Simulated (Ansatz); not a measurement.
# Single-point calculation, with input and output: Sr$_{27}$Ti$_{27}$O$_{80}$ (charge +2) (part 2 of 2)

Continued. System: Sr$_{27}$Ti$_{27}$O$_{80}$ (defect cell, 134 atoms in the cell, total charge +2). Method: DFT, HSE06, PAW, plane waves (Ansatz 0.2.0); cutoff 420 eV, 1×1×1 k-mesh, Fermi–Dirac smearing of 0.01 eV. 

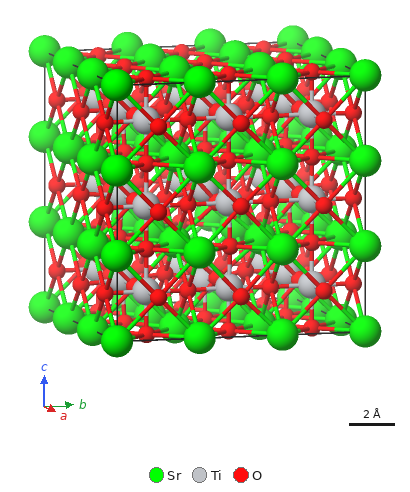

Figure 1. The input geometry (ball-and-stick view of the cell of the calculation, seen slightly off an axis).

Output, continued:
```
SCF iter   1: F=—  HF=-208872.262310 eV  |F-HF|=—  |Δ(HF+E_count)|=         —  Δρ=7.70e-5  dr2=5.28e-5  ethr=6.76e-7  ⟨swp⟩=11.0  Hψ=1551  notcnv=0
preconditioner: auto → none  [insulator: Δε(μ)=3.791 eV  Ē_g=14.378 eV  σ=0.010 eV  W_gap=1.00  n_scr=460 (ndim 8)  ℏωp=26.4 eV  f_vac=0.003  D(μ)=0.00/eV (n_scr^D=0)]
SCF iter   2: F=—  HF=-208872.262308 eV  |F-HF|=—  |Δ(HF+E_count)|=   1.70e-6  Δρ=3.31e-5  dr2=1.17e-5  ethr=2.37e-9  ⟨swp⟩=5.0  Hψ=1679  notcnv=0
SCF iter   3: F=—  HF=-208872.262335 eV  |F-HF|=—  |Δ(HF+E_count)|=   2.67e-5  Δρ=2.33e-5  dr2=1.14e-5  ethr=5.10e-10  ⟨swp⟩=8.0  Hψ=1897  notcnv=0  defer=4
SCF iter   4: F=—  HF=-208872.262334 eV  |F-HF|=—  |Δ(HF+E_count)|=   1.24e-6  Δρ=1.43e-5  dr2=5.64e-6  ethr=5.10e-10  ⟨swp⟩=5.0  Hψ=1612  notcnv=0
SCF iter   5: F=—  HF=-208872.262333 eV  |F-HF|=—  |Δ(HF+E_count)|=   1.28e-6  Δρ=2.98e-6  dr2=1.65e-7  ethr=3.36e-10  ⟨swp⟩=4.0  Hψ=1429  notcnv=0
SCF iter   6: F=—  HF=-208872.262333 eV  |F-HF|=—  |Δ(HF+E_count)|=   2.27e-7  Δρ=2.30e-6  dr2=7.90e-8  ethr=8.81e-12  ⟨swp⟩=7.0  Hψ=2069  notcnv=0  defer=6
SCF iter   7: F=—  HF=-208872.262333 eV  |F-HF|=—  |Δ(HF+E_count)|=   1.65e-8  Δρ=6.42e-7  dr2=8.49e-9  ethr=7.72e-12 (applied; sched 4.78e-12)  ⟨swp⟩=7.0  Hψ=1257  notcnv=0
SCF iter   8: F=-208872.262333 eV  HF=-208872.262333 eV  |F-HF|=2.91e-10  |Δ(HF+E_count)|=  9.31e-10  Δρ=3.28e-7  dr2=2.35e-9  ethr=1.39e-11 (applied; sched 1.00e-12)  ⟨swp⟩=2.0  Hψ=1206  notcnv=0
SCF 3 converged in 8 iterations: F = -208872.262333 eV  dr2 = 2.35e-9
  Residual-converged pass: ⟨swp⟩=3.0  Hψ=1416  notcnv=0  max |occ|·‖R‖ = 1.2e-6 eV (tolerance 1.8e-6 eV)  dr2=2.55e-9  dr2_onsite=1.34e-10  max |Δocc| = 0.0e0
hybrid outer 2: dexx = +2.810e-5 eV, tail = 1.89e-7 eV, Δε = 8.79e-3 eV (about 1.14e-4 eV left of the loop's levels), ΔF = 1.71e-2 eV/Å (tail 1.43e-3)
SCF iter   1: F=—  HF=-208872.262333 eV  |F-HF|=—  |Δ(HF+E_count)|=         —  Δρ=2.05e-6  dr2=8.25e-8  ethr=8.82e-11  ⟨swp⟩=20.0  Hψ=1891  notcnv=1
preconditioner: auto → none  [insulator: Δε(μ)=3.790 eV  Ē_g=14.377 eV  σ=0.010 eV  W_gap=1.00  n_scr=460 (ndim 8)  ℏωp=26.4 eV  f_vac=0.003  D(μ)=0.00/eV (n_scr^D=0)]
SCF iter   2: F=-208872.262333 eV  HF=-208872.262333 eV  |F-HF|=2.04e-9  |Δ(HF+E_count)|=   2.24e-8  Δρ=5.24e-7  dr2=3.52e-9  ethr=1.41e-11 (applied; sched 5.04e-12)  ⟨swp⟩=4.0  Hψ=1229  notcnv=0
SCF 4 converged in 2 iterations: F = -208872.262333 eV  dr2 = 3.52e-9
  Residual-converged pass: ⟨swp⟩=3.0  Hψ=1439  notcnv=0  max |occ|·‖R‖ = 1.5e-6 eV (tolerance 1.8e-6 eV)  dr2=3.47e-9  dr2_onsite=5.07e-10  max |Δocc| = 0.0e0
hybrid outer 3: dexx = +7.965e-9 eV, tail = 8.12e-9 eV, Δε = 8.85e-5 eV (about 2.12e-5 eV left of the loop's levels), ΔF = 3.90e-4 eV/Å (tail 4.40e-4)
NSCF: frozen V_eff on 1 k-points
hybrid SCF converged: 3 outer / 18 inner (+4 warm-up), last move |dexx| = 7.97e-9 eV, tail = 8.12e-9 eV
Stability not checked: this state was not tested for a lower state beside it, because the functional holds exact exchange (a hybrid, or Hartree-Fock), whose exchange loop this test does not read (fock_operator; see scf.lower_state_search)
Free energy (F): -208872.262333 eV
Harris-Foulkes:  -208872.262333 eV  (|F-HF|=2.04e-9)
Internal energy: -208872.262333 eV  (E = F + TS)
E sigma→0 (E₀):  -208872.262333 eV
Fermi energy:    10.841087 eV
--- Per-component energies (eV) ---
  E_band       = -7772.459673
  E_kinetic    = 28180.604507
  E_local      = -63872.369486  (includes V_loc(G=0)·N_el)
  E_nonlocal   = 9155.415525
  E_hartree    = 22342.922440
  E_xc         = -10686.324791
  E_vxc        = -12232.337531  (∫ρ·V_xc dr)
  E_exx        = -3266.753995  (= α·E_x^exact, valence–valence)
  E_paw        = -113013.440205  (= ΣΔE_a)
  E_vpaw       = -7156.309148  (= ΣTr[D̂ρ^β])
  E_aug_tail   = 0.200323  (compensation charges beyond the density's cutoff)
  E_ewald      = -77695.697106
  E_core_change = -16.819526  (= ΣΔE_core)
  E_smearing   = -0.000000  (= −TS)
  E_closure    = -0.000020  (closes the sum)
  E_deformation_potential = 41.523367  (in the stress; not in F)
  Σ components = -208872.262333   (vs F -208872.262333, Δ=-2.91e-11)
--- Forces (eV/Å), atoms counted from 1 ---
  atom   1  Sr     0.00028816     0.00203245    -0.00316364
  atom   2  Sr    -0.00027869     0.00221825    -0.00469190
  atom   3  Sr    -0.00023860     0.00143610    -0.00355575
  atom   4  Sr    -0.00185158     0.00918528    -0.00930947
  atom   5  Sr     0.00111840     0.00480836    -0.00198933
  atom   6  Sr    -0.00112163     0.00953732    -0.00004659
  atom   7  Sr    -0.00188963    -0.00493906    -0.00834835
  atom   8  Sr     0.00089503    -0.00089660    -0.00087340
  atom   9  Sr    -0.00061528    -0.00411533    -0.00023673
  atom  10  Sr     0.00542477     0.00196122    -0.00794123
  atom  11  Sr     0.00200437     0.00090930    -0.00192086
  atom  12  Sr     0.00489576     0.00405430    -0.00058916
  atom  13  Sr     0.00645894     0.00710058    -0.01112247
  atom  14  Sr    -0.01377790    -0.00777829     0.00207263
  atom  15  Sr     0.00465889     0.00655920     0.00302334
  atom  16  Sr     0.00481914    -0.00336044    -0.00835581
  atom  17  Sr    -0.00949024     0.01159977     0.00218108
  atom  18  Sr     0.00201347    -0.00389159     0.00073922
  atom  19  Sr    -0.00771114     0.00257885    -0.00916073
  atom  20  Sr    -0.00302281     0.00120988    -0.00234548
  atom  21  Sr    -0.00659743     0.00493024    -0.00046628
  atom  22  Sr    -0.00648753     0.00831655    -0.01131177
  atom  23  Sr     0.01159323    -0.01075799    -0.00009240
  atom  24  Sr    -0.00736673     0.00581922     0.00506714
  atom  25  Sr    -0.00563854    -0.00580808    -0.01142760
  atom  26  Sr     0.01004135     0.01509820    -0.00145004
  atom  27  Sr    -0.00494698    -0.00354548     0.00493565
  atom  28  Ti    -0.00963347    -0.02438114     0.01120581
  atom  29  Ti    -0.00783076    -0.02063791     0.02249149
  atom  30  Ti    -0.00701368    -0.02067201     0.01347399
  atom  31  Ti    -0.08862567    -0.00777707     0.03241124
  atom  32  Ti    -0.08858804    -0.00532585     0.03066509
  atom  33  Ti     0.05414030    -0.00715234     0.01157316
  atom  34  Ti    -0.01136282     0.01623144     0.01412791
  atom  35  Ti    -0.00761730     0.01465127     0.02517773
  atom  36  Ti    -0.00823194     0.01499106     0.01501892
  atom  37  Ti     0.01101466    -0.10158379     0.01776464
  atom  38  Ti     0.01249546    -0.09941236     0.03592260
  atom  39  Ti     0.01754180     0.03710162     0.01362187
  atom  40  Ti     0.00296172    -0.00693198    -0.24852065
  atom  41  Ti     0.01094759    -0.00513853     0.24571596
  atom  42  Ti     0.01917654    -0.01643656     0.00234490
  atom  43  Ti     0.01291449     0.09357167     0.02788949
  atom  44  Ti     0.01272755     0.09347365     0.02460712
  atom  45  Ti     0.01704171    -0.04927409     0.02556076
  atom  46  Ti     0.02414073    -0.01934550     0.01275463
  atom  47  Ti     0.02808762    -0.02231642     0.02036958
  atom  48  Ti     0.01761501    -0.01183067     0.01371298
  atom  49  Ti     0.10466068    -0.00521632     0.01113329
  atom  50  Ti     0.11093895    -0.00449064     0.03289123
  atom  51  Ti    -0.03517880    -0.00599167     0.02479408
  atom  52  Ti     0.02767732     0.01206526     0.01150252
  atom  53  Ti     0.03058889     0.01802262     0.02158010
  atom  54  Ti     0.02310134     0.00788100     0.01243815
  atom  55  O      0.00518374    -0.00733442    -0.04245991
  atom  56  O      0.00619606    -0.00987361    -0.04420950
  atom  57  O      0.00949422    -0.00548020    -0.05059934
  atom  58  O     -0.02495290    -0.00615932    -0.02952943
  atom  59  O      0.05026799    -0.00551954    -0.05867474
  atom  60  O     -0.02272782    -0.00648435    -0.08485244
  atom  61  O      0.00579341    -0.00540741    -0.04466358
  atom  62  O      0.00582637    -0.00300637    -0.04718767
  atom  63  O      0.00824990    -0.00784317    -0.05034214
  atom  64  O      0.00577841    -0.03896385    -0.02881727
  atom  65  O      0.00729817     0.03873135    -0.05636573
  atom  66  O      0.00627879    -0.04003063    -0.08490945
  atom  67  O      0.00931504    -0.00659974     0.23464581
  atom  68  O      0.00550961    -0.00312365    -0.21201160
  atom  69  O      0.00650747     0.02338311    -0.03586733
  atom  70  O      0.00628661    -0.05050932    -0.06606900
  atom  71  O      0.00757764     0.02545752    -0.08945615
  atom  72  O      0.01103738    -0.00974859    -0.04069396
  atom  73  O      0.01165368    -0.00862536    -0.04475663
  atom  74  O      0.00747996    -0.00679380    -0.04839673
  atom  75  O      0.03882437    -0.00588508    -0.03068519
  atom  76  O     -0.03895753    -0.00618329    -0.06121547
  atom  77  O      0.04214536    -0.00530926    -0.08659962
  atom  78  O      0.01016046    -0.00245821    -0.04313614
  atom  79  O      0.01222285    -0.00277023    -0.04722322
  atom  80  O      0.00790472    -0.00593159    -0.05051314
  atom  81  O     -0.02226510    -0.00902349     0.01440271
  atom  82  O     -0.02452979    -0.00983049     0.02185484
  atom  83  O     -0.02563126    -0.00884967     0.01545220
  atom  84  O     -0.01229646    -0.00585743     0.04831025
  atom  85  O     -0.03005691    -0.00549177    -0.01522650
  atom  86  O     -0.03444496    -0.00693336     0.01615315
  atom  87  O     -0.02149104    -0.00558085     0.01626297
  atom  88  O     -0.02355412    -0.00322365     0.02210555
  atom  89  O     -0.02709885    -0.00910163     0.01725162
  atom  90  O      0.00135287    -0.00263879     0.02468361
  atom  91  O     -0.00552984     0.00054048     0.00945577
  atom  92  O     -0.00974956    -0.01175240     0.02054531
  atom  93  O      0.12225166    -0.00793648    -0.06445031
  atom  94  O      0.09959550    -0.00546158     0.06443978
  atom  95  O     -0.01012751    -0.00978839     0.01840943
  atom  96  O      0.00256809    -0.01186039     0.02502485
  atom  97  O     -0.00265536    -0.01158716     0.01100532
  atom  98  O     -0.00918941    -0.00849702     0.01916673
  atom  99  O     -0.04296309    -0.00349846     0.02502791
  atom 100  O     -0.04439279     0.00530536     0.01135587
  atom 101  O     -0.04387947    -0.01555231     0.01952329
  atom 102  O     -0.13359026    -0.00746913    -0.05280641
  atom 103  O     -0.13436633    -0.00386942     0.06941933
  atom 104  O     -0.07472166    -0.01015842     0.00557895
  atom 105  O     -0.04562234    -0.01078736     0.02478212
  atom 106  O     -0.04879330    -0.01767373     0.01542037
  atom 107  O     -0.04436864    -0.00630651     0.01984340
  atom 108  O      0.00279261     0.01366299     0.01493706
  atom 109  O      0.00166565     0.01214630     0.02006359
  atom 110  O      0.01063395     0.01404392     0.01616177
  atom 111  O      0.00773497     0.03956598     0.02348295
  atom 112  O      0.01568791     0.03702906     0.01285535
  atom 113  O      0.00923566     0.03385803     0.01917218
  atom 114  O      0.00728553    -0.00789223     0.02364339
  atom 115  O      0.01482489    -0.00683160     0.00978970
  atom 116  O      0.00930180     0.00003318     0.01935429
  atom 117  O      0.00643532     0.02068471     0.04852530
  atom 118  O      0.00634557     0.01231860    -0.01524972
  atom 119  O      0.00707352     0.02583629     0.01803276
  atom 120  O      0.00156183     0.14350094    -0.05991777
  atom 121  O      0.00594303     0.12607375     0.06389962
  atom 122  O      0.01174561     0.06379433     0.01140913
  atom 123  O      0.00209539    -0.11078131    -0.05573155
  atom 124  O      0.00730812    -0.10982405     0.07541828
  atom 125  O      0.01088885    -0.00092842     0.00876149
  atom 126  O      0.00553076     0.01454377     0.01441810
  atom 127  O      0.00991042     0.01260091     0.02219647
  atom 128  O      0.01047367     0.01419367     0.01581977
  atom 129  O     -0.00062836     0.03638751     0.02719815
  atom 130  O     -0.00345508     0.03525476     0.01061663
  atom 131  O      0.01625449     0.03291799     0.01809165
  atom 132  O     -0.00023052    -0.00710444     0.02569461
  atom 133  O     -0.00434772    -0.00770573     0.01122024
  atom 134  O      0.01627885    -0.00036995     0.01990999
  max |Σ_I F_I| component: 2.47e-5 eV/Å
--- Charged-cell corrections in eV (Makov–Payne, q = +2.000 e, ε = 300.000) ---
  F (periodic)     = -208872.262333  (uncorrected; the corrections below are reported, never added to it)
  E_corr1          = +0.023331  (monopole, q²α_M/2εL)
  F Makov-Payne    = -208872.239002  (F + E_corr1; no measured alignment; for a localised charge, not one spread in a band: unchecked)
--- Band table (eV) ---
  k-point 0: bands = ["-51.7470", "-51.6623", "-51.6616", "-51.6597", "-51.6573", "-51.6501", "-51.6480", "-51.6467", "-51.6454", "-51.6443", ... 460 levels left out ..., "7.6003", "7.6193", "7.6498", "7.6909", "7.7154", "7.7200", "7.7451", "7.7606", "7.7643", "7.7719", "7.7780", "7.7894", "7.7959", "7.8445", "7.8635", "7.8750", "7.8926", "7.9124", "7.9251", "7.9385", "7.9673", "8.0470", "8.0538", "8.0611", "8.0769", "8.0799", "8.0879", "8.0996", "8.1076",
      "8.1233", "8.1447", "8.1632", "8.1758", "8.1875", "8.2072", "8.2210", "8.2322", "8.2417", "8.2454", "8.2726", "8.2838", "8.2911", "8.3028", "8.3206", "8.3239", "8.3271", "8.3515", "8.3528", "8.3593", "8.3790", "8.3887", "8.4151", "8.4217", "8.4445", "8.4507", "8.4610", "8.5116", "8.6515", "8.7167", "8.8403", "8.8503", "8.8580", "8.8716", "8.8798", "8.9024", "8.9460", "12.7361", "12.7891", "12.8020",
      "12.8210", "12.8458", "12.8589", "12.9023", "12.9172", "12.9211", "13.4073", "13.4396", "13.4973", "13.5828", "13.5956", "13.6099", "13.6176", "13.6526", "13.6616", "13.6778", "13.6940", "13.7005", "13.7088", "13.7348", "13.7377", "13.7434", "13.7712", "13.8058", "13.8768", "14.0444", "14.0501", "14.0628", "14.1090", "14.1441", "14.1524", "14.2075", "14.2145", "14.2204", "14.3086", "14.3137", "14.4138", "14.4364", "14.4386", "14.4607",
      "14.4681", "14.4706", "14.4789", "14.4855", "14.4962", "14.5031", "14.5093", "14.5156", "14.5179", "14.5264", "14.5293", "14.5352", "14.5421", "14.5500", "14.6428", "14.6554", "14.6653", "14.6768", "14.7068", "14.7157", "14.7241", "14.7375", "14.7466", "14.7591", "14.7883", "14.8051", "14.8088", "14.8189", "14.8241", "14.8389", "14.9304", "14.9545", "15.0368", "15.1018", "15.1054", "15.1290", "15.2018", "15.2124", "15.2262", "15.2532",
      "15.2993", "15.3214", "15.3277", "15.3335", "15.3370", "15.3679", "15.4324", "15.6808", "15.9096", "15.9178", "15.9426", "15.9718", "15.9962", "16.0194", "16.0595", "16.0694", "16.1799", "16.2284", "16.2678", "16.4097", "16.5224", "16.5658", "16.5821", "16.6043", "16.8956", "17.1463", "17.2218", "17.2410", "17.2616", "17.2773", "17.2862", "17.2899", "17.3010", "17.3177", "17.3289", "17.3480", "17.3887", "17.3999", "17.4036", "17.4669",
      "17.4767", "17.5170", "17.5425", "17.6252", "17.7309", "17.8239", "17.8793", "17.9241", "17.9482", "18.0116", "18.0277"]
--- Löwdin populations: 134 sites ---
  site symbol       q [e]
     0     Sr      8.2553
     1     Sr      8.2555
     2     Sr      8.2553
     3     Sr      8.2563
     4     Sr      8.2554
     5     Sr      8.2564
     6     Sr      8.2563
     7     Sr      8.2554
     8     Sr      8.2564
     9     Sr      8.2563
    10     Sr      8.2554
    11     Sr      8.2564
    12     Sr      8.2565
    13     Sr      8.2646
    14     Sr      8.2564
    15     Sr      8.2564
    16     Sr      8.2645
    17     Sr      8.2564
    18     Sr      8.2563
    19     Sr      8.2554
    20     Sr      8.2564
    21     Sr      8.2564
    22     Sr      8.2646
    23     Sr      8.2565
    24     Sr      8.2564
    25     Sr      8.2645
    26     Sr      8.2565
    27     Ti     10.6079
    28     Ti     10.6080
    29     Ti     10.6093
    30     Ti     10.5971
    31     Ti     10.5969
    32     Ti     10.6009
    33     Ti     10.6079
    34     Ti     10.6080
    35     Ti     10.6090
    36     Ti     10.5990
    37     Ti     10.5982
    38     Ti     10.6010
    39     Ti     10.6516
    40     Ti     10.6497
    41     Ti     10.6069
    42     Ti     10.5975
    43     Ti     10.5969
    44     Ti     10.6011
    45     Ti     10.6078
    46     Ti     10.6080
    47     Ti     10.6095
    48     Ti     10.5987
    49     Ti     10.5984
    50     Ti     10.6010
    51     Ti     10.6079
    52     Ti     10.6081
    53     Ti     10.6094
    54      O      6.9335
    55      O      6.9377
    56      O      6.9326
    57      O      6.9357
    58      O      6.9152
    59      O      6.9354
    60      O      6.9330
    61      O      6.9385
    62      O      6.9322
    63      O      6.9359
    64      O      6.9159
    65      O      6.9359
    66      O      6.8220
    67      O      6.8215
    68      O      6.9346
    69      O      6.9146
    70      O      6.9356
    71      O      6.9336
    72      O      6.9373
    73      O      6.9327
    74      O      6.9352
    75      O      6.9156
    76      O      6.9368
    77      O      6.9333
    78      O      6.9376
    79      O      6.9324
    80      O      6.9268
    81      O      6.9277
    82      O      6.9222
    83      O      6.9189
    84      O      6.9187
    85      O      6.9418
    86      O      6.9257
    87      O      6.9266
    88      O      6.9215
    89      O      6.9375
    90      O      6.9361
    91      O      6.9412
    92      O      6.9474
    93      O      6.9466
    94      O      6.9189
    95      O      6.9375
    96      O      6.9364
    97      O      6.9416
    98      O      6.9359
    99      O      6.9349
   100      O      6.9402
   101      O      6.9470
   102      O      6.9485
   103      O      6.9150
   104      O      6.9361
   105      O      6.9353
   106      O      6.9403
   107      O      6.9257
   108      O      6.9270
   109      O      6.9218
   110      O      6.9364
   111      O      6.9353
   112      O      6.9406
   113      O      6.9375
   114      O      6.9366
   115      O      6.9418
   116      O      6.9185
   117      O      6.9194
   118      O      6.9423
   119      O      6.9476
   120      O      6.9483
   121      O      6.9156
   122      O      6.9460
   123      O      6.9481
   124      O      6.9189
   125      O      6.9269
   126      O      6.9280
   127      O      6.9226
   128      O      6.9361
   129      O      6.9352
   130      O      6.9405
   131      O      6.9374
   132      O      6.9368
   133      O      6.9416
  spilling = 0.007680 (of n_electrons = 1072.000000)
```

Summary:

| quantity | value |
| --- | --- |
| outcome | converged |
| electrons treated | 1072 |
| free energy | −208872.2623 eV |
| Fermi energy | 10.841 eV |
| largest force (length of the vector) | 0.249 eV/Å |
| hardware | 1 × NVIDIA GB300 Max-Q, 32 threads of Arm Neoverse-V2, 180 GiB of memory available, shared host |
| wall time | 91 s (CPU time 7.3 min) |
| peak memory | 7 GiB |

Remarks:

The k-point mesh is coarse for a cell of this size, so the results may not be converged.
